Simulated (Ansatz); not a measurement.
Nudged elastic band of Al8Ru8H (part 1 of 2)

Al8Ru8H (defect cell, 17 atoms in the cell), computed with DFT PBEsol, scalar-relativistic, plane waves, PAW, no spin polarisation (Ansatz 0.2.0).

The structure derives from a Materials Project entry. It belongs to a series of runs on one base structure; here: climbing-image band for the jump of H by 0.85 A. Figures and captions count atoms from 1; the log counts them from 0 in places.

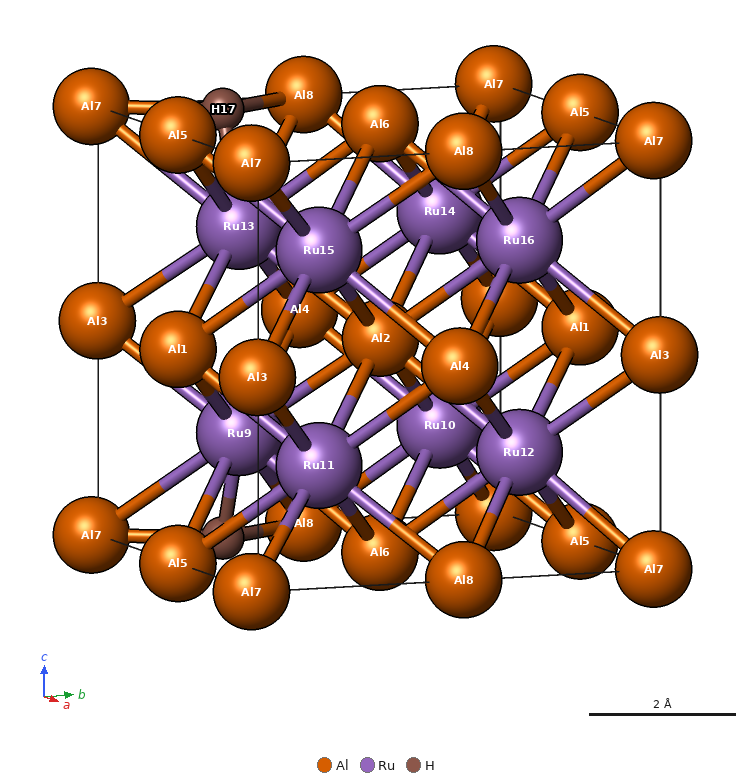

**Figure 1.** The input geometry (ball-and-stick view of the cell of the calculation, seen slightly off an axis; atoms are numbered from 1 in the order of the input). An atom can appear more than once, as a periodic image.

Key numbers

| quantity | value |
| --- | --- |
| outcome | converged |
| barrier, forward | 0.055 eV |
| barrier, backward | 0.055 eV |
| electrons treated | 153 |
| hardware | 4 threads of Intel Xeon (Granite Rapids), 32 GiB of memory available, shared host |
| wall time | 3 min (CPU time 8.3 min) |
| peak memory | 2.7 GiB |

The order of the saddle point was not checked.

The input
```yaml
crystal:
  lattice:
    - [0.0, 5.9526289091, 0.0]
    - [0.0, 0.0, 5.9526289091]
    - [5.9526289091, 0.0, 0.0]
  atoms:
    - { symbol: Al, position: [0.5024178673, -0.0017366457, 0.500001677] }
    - { symbol: Al, position: [0.5024179567, 0.5017361195, 0.5000021459] }
    - { symbol: Al, position: [-0.0022950479, -0.0014704684, 0.4999977074] }
    - { symbol: Al, position: [-0.0022959725, 0.5014709495, 0.4999982232] }
    - { symbol: Al, position: [0.5003243454, -0.0012333918, -6.564e-07] }
    - { symbol: Al, position: [0.5003250724, 0.5012336715, -1.1267e-06] }
    - { symbol: Al, position: [-0.0084139207, -0.0138231134, 1.1134e-06] }
    - { symbol: Al, position: [-0.0084135557, 0.5138222859, 6.564e-07] }
    - { symbol: Ru, position: [0.2528577617, 0.2500004409, 0.2593721352] }
    - { symbol: Ru, position: [0.2496756546, 0.749999587, 0.2501199341] }
    - { symbol: Ru, position: [0.7508738683, 0.2500000172, 0.2486365737] }
    - { symbol: Ru, position: [0.7467426065, 0.7499999873, 0.2525332305] }
    - { symbol: Ru, position: [0.2528559679, 0.2499998872, 0.7406277775] }
    - { symbol: Ru, position: [0.2496719558, 0.7500000127, 0.7498812556] }
    - { symbol: Ru, position: [0.7508750424, 0.2499996822, 0.7513653812] }
    - { symbol: Ru, position: [0.7467423879, 0.7500003017, 0.7474665579] }
    - { symbol: H, position: [0.1490721523, 0.2499991692, 4.878e-07] }
basis:
  ecutwfc: 420
  xc_grid: 2
kpoints:
  mp_grid: { grid: [4, 4, 4], shift: [0.5, 0.5, 0.5] }
hamiltonian:
  xc: pbesol
scf:
  occupations: { method: gaussian, width: 0.1 }
output:
  forces: true
neb:
  images: 5
  f_tol: 0.05
  max_iterations: 70
  order_check: false
  final_atoms:
    - { symbol: Al, position: [0.5014709495, -0.0022959725, 0.5000017768] }
    - { symbol: Al, position: [0.5017361195, 0.5024179567, 0.4999978541] }
    - { symbol: Al, position: [-0.0014704684, -0.0022950479, 0.5000022926] }
    - { symbol: Al, position: [-0.0017366457, 0.5024178673, 0.499998323] }
    - { symbol: Al, position: [0.5138222859, -0.0084135557, -6.564e-07] }
    - { symbol: Al, position: [0.5012336715, 0.5003250724, 1.1267e-06] }
    - { symbol: Al, position: [-0.0138231134, -0.0084139207, -1.1134e-06] }
    - { symbol: Al, position: [-0.0012333918, 0.5003243454, 6.564e-07] }
    - { symbol: Ru, position: [0.2499998872, 0.2528559679, 0.2593722225] }
    - { symbol: Ru, position: [0.2499996822, 0.7508750424, 0.2486346188] }
    - { symbol: Ru, position: [0.7500000127, 0.2496719558, 0.2501187444] }
    - { symbol: Ru, position: [0.7500003017, 0.7467423879, 0.2525334421] }
    - { symbol: Ru, position: [0.2500004409, 0.2528577617, 0.7406278648] }
    - { symbol: Ru, position: [0.2500000172, 0.7508738683, 0.7513634263] }
    - { symbol: Ru, position: [0.749999587, 0.2496756546, 0.7498800659] }
    - { symbol: Ru, position: [0.7499999873, 0.7467426065, 0.7474667695] }
    - { symbol: H, position: [0.2499991692, 0.1490721523, -4.878e-07] }
```

Run as:
```bash
ansatz run input.yaml --threads 4 --pin off --max-ram 10240MiB --backend cpu --events-out ev --progress --plain --runs-dir out
```

What the program printed
```
Warning: neb: disabling space-group detection — the band's intermediate images generally break the endpoint symmetry, so no spatial operation reduces the k-mesh or symmetrises the density, except that a semilocal band can use its path's symmetry ahead of convergence; time reversal is kept, so that k and −k are solved as one point where they differ and the mesh holds both, and exact exchange and, on two spinor components, a DFT+U term hold to it where the run has them: on two components no moment then forms, and a state that bears one, which a typed moment (crystal.atoms[].spin; refused beside efield: under a hybrid functional) reaches, can lie lower, under hf by electronvolts; crystal.symmetry.detect: false (a key that needs symmetry detection or time reversal refuses this as the deck is read) with time_reversal: false beside it drops time reversal too
Engine: ansatz 0.2.0, x86_64-unknown-linux-gnu
Pseudopotentials: kind: paw
Pseudopotential: Al, paw, valence charge 3, recommended cutoff 420 eV (normal), Al.paw.azcp
Pseudopotential: Ru, paw, valence charge 16, recommended cutoff 420 eV (normal), Ru.paw.azcp
Pseudopotential: H, paw, valence charge 1, recommended cutoff 420 eV (normal), H.paw.azcp
Functional definition: PBEsol
  exchange = pbesol_x
  correlation = pbesol_c
parallel-image band execution: 4 concurrent image workers
NEB image 0
Crystal: 17 atoms, lattice volume = 210.924 Å³
Basis set: ecut = 420 eV, 4067 PW (Γ), exchange–correlation on 80×80×80 points (8 copies of the dense FFT grid, shifted against one another)
Bands: 94, of which v1, the nominal top of the filled ones, is band 77 counted from 1 (76 counted from 0)
Symmetry: 1 space group operations
k-points: 32 of 64 (time reversal used)
Non-local potential: Al, projectors of the file, l = 0: 2, l = 1: 2, l = 2: 1
Non-local potential: Ru, projectors of the file, l = 0: 3, l = 1: 2, l = 2: 2, l = 3: 1
Non-local potential: H, projectors of the file, l = 0: 2, l = 1: 1
PAW form: soft (Blöchl's): semilocal exchange-correlation on the pseudo side does not see the compensation charge
PAW frozen core: Al, regenerated for the run's functional, and the local potential with it (the file was generated under x = pbe(κ = 0.804, μ = 0.2195149727645171), c = pbe(β = 0.06672455060314922))
PAW frozen core: Ru, regenerated for the run's functional, and the local potential with it (the file was generated under x = pbe(κ = 0.804, μ = 0.2195149727645171), c = pbe(β = 0.06672455060314922))
PAW one-centre angular grid: Al, 110 points (default); XC on 64 Gauss nodes
PAW one-centre angular grid: Ru, 590 points (default); XC on 64 Gauss nodes
PAW one-centre angular grid: H, 110 points (default); XC on 64 Gauss nodes
Initial density: superposition of atomic densities (neutral atoms: chi_scale 0, normalization atom), corrected by the library's trained network
Initial wavefunctions: pseudopotential atomic-orbital guess
Functional: x = pbesol(κ = 0.804, μ = 0.12345679012345678), c = pbesol(β = 0.046)
SCF iter   1: F=—  HF=-50754.092477 eV  |F-HF|=—  |Δ(HF+E_count)|=         —  Δρ=7.73e-3  dr2=1.51e-1  ethr=1.77e-3  ⟨swp⟩=6.5  Hψ=11821  notcnv=0  defer=37
preconditioner: auto → Kerker (q_TF=auto, 2.586 Å⁻¹)  [metal: Δε(μ)=0.046 eV  Ē_g=6.421 eV  σ=0.100 eV  W_gap=0.26  n_scr=80 (ndim 8)  ℏωp=24.1 eV  f_vac=0.000  D(μ)=12.23/eV (n_scr^D=122)]
SCF iter   2: F=—  HF=-50754.070349 eV  |F-HF|=—  |Δ(HF+E_count)|=   2.21e-2  Δρ=3.27e-3  dr2=3.07e-2  ethr=9.85e-5  ⟨swp⟩=1.0  Hψ=3488  notcnv=0  defer=56
SCF iter   3: F=—  HF=-50754.065898 eV  |F-HF|=—  |Δ(HF+E_count)|=   4.45e-3  Δρ=5.83e-4  dr2=1.05e-3  ethr=2.00e-5  ⟨swp⟩=2.0  Hψ=3900  notcnv=0  defer=56
SCF iter   4: F=—  HF=-50754.065777 eV  |F-HF|=—  |Δ(HF+E_count)|=   1.21e-4  Δρ=1.61e-4  dr2=1.20e-4  ethr=6.85e-7  ⟨swp⟩=2.2  Hψ=4464  notcnv=0  defer=56
SCF iter   5: F=—  HF=-50754.065758 eV  |F-HF|=—  |Δ(HF+E_count)|=   1.87e-5  Δρ=3.56e-5  dr2=6.52e-6  ethr=7.83e-8  ⟨swp⟩=2.1  Hψ=4886  notcnv=0  defer=56
SCF iter   6: F=—  HF=-50754.065373 eV  |F-HF|=—  |Δ(HF+E_count)|=   3.85e-4  Δρ=1.08e-5  dr2=2.79e-7  ethr=4.26e-9  ⟨swp⟩=2.0  Hψ=4521  notcnv=0  defer=56
SCF iter   7: F=-50754.065373 eV  HF=-50754.065373 eV  |F-HF|=7.68e-9  |Δ(HF+E_count)|=   4.77e-8  Δρ=2.17e-6  dr2=1.08e-8  ethr=6.54e-11  ⟨swp⟩=4.0  Hψ=9166  notcnv=0
SCF 1 converged in 7 iterations: F = -50754.065373 eV  dr2 = 1.08e-8
  greatest PAW one-centre occupation: 0.999 electrons in one spin orbital (limit 2), on the Ru atom at site 10 (counted from 0), in its partial waves of l = 0
NSCF: frozen V_eff on 32 k-points
NEB image 6
SCF iter   1: F=—  HF=-50754.092464 eV  |F-HF|=—  |Δ(HF+E_count)|=         —  Δρ=7.73e-3  dr2=1.51e-1  ethr=1.77e-3  ⟨swp⟩=6.5  Hψ=11817  notcnv=0  defer=34
SCF iter   2: F=—  HF=-50754.070346 eV  |F-HF|=—  |Δ(HF+E_count)|=   2.21e-2  Δρ=3.27e-3  dr2=3.07e-2  ethr=9.86e-5  ⟨swp⟩=1.0  Hψ=3488  notcnv=0  defer=56
SCF iter   3: F=—  HF=-50754.065894 eV  |F-HF|=—  |Δ(HF+E_count)|=   4.45e-3  Δρ=5.83e-4  dr2=1.05e-3  ethr=2.00e-5  ⟨swp⟩=2.0  Hψ=3900  notcnv=0  defer=56
SCF iter   4: F=—  HF=-50754.065774 eV  |F-HF|=—  |Δ(HF+E_count)|=   1.20e-4  Δρ=1.60e-4  dr2=1.19e-4  ethr=6.86e-7  ⟨swp⟩=2.2  Hψ=4392  notcnv=0  defer=56
SCF iter   5: F=—  HF=-50754.065758 eV  |F-HF|=—  |Δ(HF+E_count)|=   1.52e-5  Δρ=3.55e-5  dr2=6.63e-6  ethr=7.77e-8  ⟨swp⟩=2.1  Hψ=4987  notcnv=0  defer=56
SCF iter   6: F=—  HF=-50754.065373 eV  |F-HF|=—  |Δ(HF+E_count)|=   3.85e-4  Δρ=1.10e-5  dr2=2.89e-7  ethr=4.33e-9  ⟨swp⟩=2.0  Hψ=4500  notcnv=0  defer=56
SCF iter   7: F=-50754.065373 eV  HF=-50754.065373 eV  |F-HF|=7.22e-9  |Δ(HF+E_count)|=   5.05e-8  Δρ=2.03e-6  dr2=1.01e-8  ethr=6.54e-11  ⟨swp⟩=4.0  Hψ=9138  notcnv=0
SCF 2 converged in 7 iterations: F = -50754.065373 eV  dr2 = 1.01e-8
[... from here on the iterations of each SCF are left out, up to the last one ...]
NSCF: frozen V_eff on 32 k-points
NEB end point (image 0): max|allowed force component| = 1.601e-3 eV/Å (the criterion of neb.relax_end_points is 1.000e-2)
NEB end point (image 6): max|allowed force component| = 1.601e-3 eV/Å (the criterion of neb.relax_end_points is 1.000e-2)
NEB image 1
preconditioner: auto → Kerker (q_TF=auto, 2.586 Å⁻¹)  [metal: Δε(μ)=0.042 eV  Ē_g=6.427 eV  σ=0.100 eV  W_gap=0.23  n_scr=80 (ndim 8)  ℏωp=24.1 eV  f_vac=0.000  D(μ)=12.12/eV (n_scr^D=122)]
SCF 3 converged in 7 iterations: F = -50754.039406 eV  dr2 = 1.47e-8
NEB image 2
preconditioner: auto → Kerker (q_TF=auto, 2.586 Å⁻¹)  [metal: Δε(μ)=0.050 eV  Ē_g=6.431 eV  σ=0.100 eV  W_gap=0.27  n_scr=80 (ndim 8)  ℏωp=24.1 eV  f_vac=0.000  D(μ)=12.05/eV (n_scr^D=122)]
SCF 4 converged in 7 iterations: F = -50753.997308 eV  dr2 = 2.36e-8
NEB image 3
preconditioner: auto → Kerker (q_TF=auto, 2.586 Å⁻¹)  [metal: Δε(μ)=0.052 eV  Ē_g=6.432 eV  σ=0.100 eV  W_gap=0.28  n_scr=80 (ndim 8)  ℏωp=24.1 eV  f_vac=0.000  D(μ)=12.03/eV (n_scr^D=122)]
SCF 5 converged in 7 iterations: F = -50753.978509 eV  dr2 = 1.19e-8
NEB image 4
SCF 6 converged in 7 iterations: F = -50753.997308 eV  dr2 = 2.33e-8
NEB image 5
SCF 7 converged in 7 iterations: F = -50754.039406 eV  dr2 = 1.34e-8
NEB iter   1: max|band force component| = 6.764e-1 eV/Å  barrier→ = 0.0869 eV  barrier← = 0.0869 eV  Δτ_max = 0.0300 Å  (49 SCF iters)
NEB image 1
Initial density: handed on by an earlier stage of this run
Initial wavefunctions: those handed on with the density
preconditioner: auto → Kerker (q_TF=auto, 2.586 Å⁻¹)  [metal: Δε(μ)=0.060 eV  Ē_g=6.418 eV  σ=0.100 eV  W_gap=0.33  n_scr=80 (ndim 8)  ℏωp=24.1 eV  f_vac=0.000  D(μ)=11.34/eV (n_scr^D=92)]
SCF 8 converged in 6 iterations: F = -50754.049658 eV  dr2 = 1.10e-8
NEB image 2
preconditioner: auto → Kerker (q_TF=auto, 2.586 Å⁻¹)  [metal: Δε(μ)=0.064 eV  Ē_g=6.418 eV  σ=0.100 eV  W_gap=0.35  n_scr=80 (ndim 8)  ℏωp=24.1 eV  f_vac=0.000  D(μ)=11.15/eV (n_scr^D=92)]
SCF 9 converged in 6 iterations: F = -50754.021501 eV  dr2 = 2.38e-8
NEB image 3
preconditioner: auto → Kerker (q_TF=auto, 2.586 Å⁻¹)  [metal: Δε(μ)=0.065 eV  Ē_g=6.418 eV  σ=0.100 eV  W_gap=0.35  n_scr=80 (ndim 8)  ℏωp=24.1 eV  f_vac=0.000  D(μ)=11.11/eV (n_scr^D=92)]
SCF 10 converged in 6 iterations: F = -50754.008321 eV  dr2 = 2.68e-8
NEB image 4
SCF 11 converged in 6 iterations: F = -50754.021501 eV  dr2 = 2.35e-8
NEB image 5
SCF 12 converged in 6 iterations: F = -50754.049658 eV  dr2 = 1.11e-8
NEB iter   2: max|band force component| = 1.102e-1 eV/Å  barrier→ = 0.0571 eV  barrier← = 0.0571 eV  CI = image 3  Δτ_max = 0.0127 Å  (30 SCF iters)
NEB image 1
preconditioner: auto → Kerker (q_TF=auto, 2.586 Å⁻¹)  [metal: Δε(μ)=0.057 eV  Ē_g=6.418 eV  σ=0.100 eV  W_gap=0.31  n_scr=80 (ndim 8)  ℏωp=24.1 eV  f_vac=0.000  D(μ)=11.32/eV (n_scr^D=92)]
SCF 13 converged in 6 iterations: F = -50754.050844 eV  dr2 = 3.18e-9
NEB image 2
preconditioner: auto → Kerker (q_TF=auto, 2.586 Å⁻¹)  [metal: Δε(μ)=0.059 eV  Ē_g=6.418 eV  σ=0.100 eV  W_gap=0.32  n_scr=80 (ndim 8)  ℏωp=24.1 eV  f_vac=0.000  D(μ)=11.13/eV (n_scr^D=92)]
SCF 14 converged in 6 iterations: F = -50754.023609 eV  dr2 = 4.56e-9
NEB image 3
preconditioner: auto → Kerker (q_TF=auto, 2.586 Å⁻¹)  [metal: Δε(μ)=0.061 eV  Ē_g=6.418 eV  σ=0.100 eV  W_gap=0.33  n_scr=80 (ndim 8)  ℏωp=24.1 eV  f_vac=0.000  D(μ)=11.09/eV (n_scr^D=92)]
SCF 15 converged in 6 iterations: F = -50754.010596 eV  dr2 = 4.68e-9
NEB image 4
SCF 16 converged in 6 iterations: F = -50754.023609 eV  dr2 = 4.58e-9
NEB image 5
iter 1 solved again at ethr=7.16e-7 eV; its pass at ethr=3.10e-3 eV (dr2=1.10e-3 eV) is discarded
SCF iter   1: F=—  HF=-50754.051482 eV  |F-HF|=—  |Δ(HF+E_count)|=         —  Δρ=5.59e-4  dr2=1.16e-3  ethr=7.16e-7  ⟨swp⟩=2.0  Hψ=10118  notcnv=0
SCF iter   2: F=—  HF=-50754.051320 eV  |F-HF|=—  |Δ(HF+E_count)|=   1.62e-4  Δρ=3.22e-4  dr2=4.23e-4  ethr=7.16e-7  ⟨swp⟩=1.0  Hψ=3008  notcnv=0
SCF iter   3: F=—  HF=-50754.051226 eV  |F-HF|=—  |Δ(HF+E_count)|=   9.40e-5  Δρ=4.68e-5  dr2=4.54e-6  ethr=2.77e-7  ⟨swp⟩=2.0  Hψ=4428  notcnv=0
SCF iter   4: F=—  HF=-50754.050844 eV  |F-HF|=—  |Δ(HF+E_count)|=   3.82e-4  Δρ=1.21e-5  dr2=7.02e-7  ethr=2.97e-9  ⟨swp⟩=2.0  Hψ=5044  notcnv=0
iter 5 did not close the SCF: its close was put off for the readings that it lacked (scf_convergence_deferred on its scf_iter line)
SCF iter   5: F=-50754.050844 eV  HF=-50754.050844 eV  |F-HF|=5.33e-8  |Δ(HF+E_count)|=   1.07e-7  Δρ=3.73e-6  dr2=6.32e-8  ethr=4.59e-10  ⟨swp⟩=2.2  Hψ=4310  notcnv=0
SCF iter   6: F=-50754.050844 eV  HF=-50754.050844 eV  |F-HF|=2.08e-9  |Δ(HF+E_count)|=   1.06e-8  Δρ=1.37e-6  dr2=3.17e-9  ethr=4.13e-11  ⟨swp⟩=1.3  Hψ=8605  notcnv=0
SCF 17 converged in 6 iterations: F = -50754.050844 eV  dr2 = 3.17e-9
NEB image 1
NSCF: frozen V_eff on 32 k-points
NEB image 2
NSCF: frozen V_eff on 32 k-points
NEB image 4
NSCF: frozen V_eff on 32 k-points
NEB image 5
NSCF: frozen V_eff on 32 k-points
NEB image 3
NSCF: frozen V_eff on 32 k-points
the band table was solved once a step of the walk had ended and its energy, with any forces and stress, was formed, with the checks that follow a solve (11413 applications of the Hamiltonian). They found nothing against the state; the energy, forces and stress were not computed again (output.eigenvalues in the input reference)
NEB iter   3: max|band force component| = 1.317e-2 eV/Å  barrier→ = 0.0548 eV  barrier← = 0.0548 eV  CI = image 3  Δτ_max = 0.0000 Å  (30 SCF iters)
```

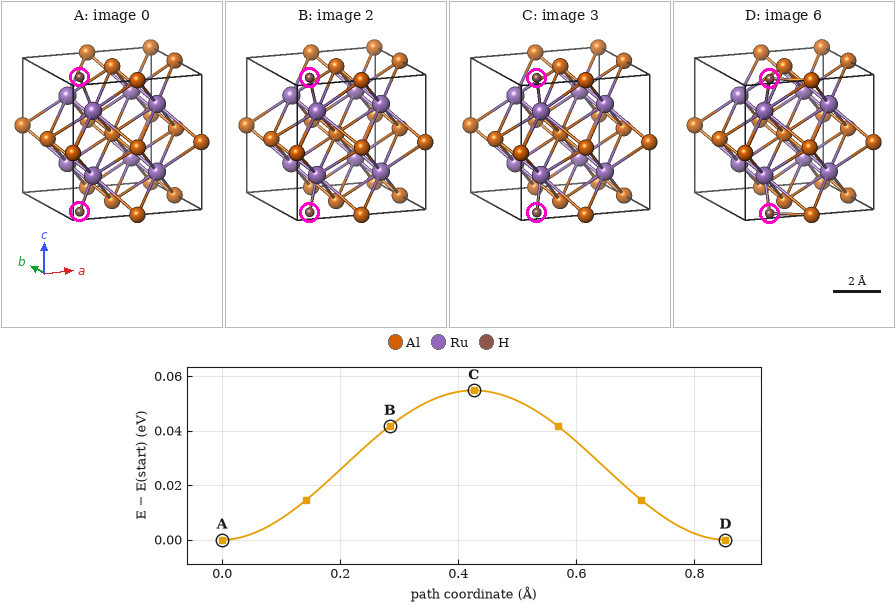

**Figure 2.** Images of the last band (counted from 0; ball-and-stick, simulation cell, seen slightly off an axis), with the moving atom and its periodic copies ringed, above the energy along the path; the line is a cubic interpolation that uses the forces. The highest image is number 3, 0.055 eV above the start and 0.055 eV above the end (the climbing image); start and end have the same energy. The path is 0.85 Å long, and H17 moves most (0.85 Å). The band converged in 3 iterations.

```
SCF converged after 6 iterations
Free energy (F): -50754.010596 eV
Harris-Foulkes:  -50754.010596 eV  (|F-HF|=3.04e-9)
Internal energy: -50753.955256 eV  (E = F + TS)
E sigma→0 (E₀):  -50753.982926 eV
Entropy (-TS):   -0.055340 eV (-3.255 meV/atom)
Fermi energy:    16.536889 eV
--- Per-component energies (eV) ---
  E_band       = -910.941979
  E_kinetic    = 4374.366029
  E_local      = -14280.838653  (includes V_loc(G=0)·N_el)
  E_nonlocal   = 2855.514979
  E_hartree    = 5072.541113
  E_xc         = -1860.782024
  E_vxc        = -2181.553448  (∫ρ·V_xc dr)
  E_paw        = -30844.641732  (= ΣΔE_a)
  E_vpaw       = -1823.509110  (= ΣTr[D̂ρ^β])
  E_aug_tail   = -0.002882  (compensation charges beyond the density's cutoff)
  E_ewald      = -16072.291567
  E_core_change = 2.179480  (= ΣΔE_core)
  E_smearing   = -0.055340  (= −TS)
  E_closure    = 0.000000  (closes the sum)
  Σ components = -50754.010596   (vs F -50754.010596, Δ=0.00e0)
--- Forces (eV/Å), atoms counted from 1 ---
  atom   1  Al    -0.00000580     0.00382606    -0.00724333
  atom   2  Al    -0.00000003     0.00013371     0.00013403
  atom   3  Al    -0.00000003    -0.00083744    -0.00083777
  atom   4  Al     0.00000575    -0.00724304     0.00382643
  atom   5  Al     0.00000448    -0.00954880     0.00512244
  atom   6  Al     0.00000004     0.00100330     0.00100365
  atom   7  Al     0.00000005    -0.00858015    -0.00858046
  atom   8  Al    -0.00000439     0.00512280    -0.00954845
  atom   9  Ru    -0.01316664     0.00213879     0.00214865
  atom  10  Ru     0.00761071     0.00156504    -0.00130392
  atom  11  Ru     0.00761086    -0.00130173     0.00156128
  atom  12  Ru    -0.00545601     0.00138561     0.00138632
  atom  13  Ru     0.01316657     0.00214864     0.00213868
  atom  14  Ru    -0.00761086     0.00156129    -0.00130180
  atom  15  Ru    -0.00761066    -0.00130385     0.00156496
  atom  16  Ru     0.00545599     0.00138627     0.00138565
  atom  17  H      0.00000001     0.00854490     0.00854496
  max |Σ_I F_I| component: 1.41e-6 eV/Å
--- Band table (eV; the first three rows and the last of 32) ---
```
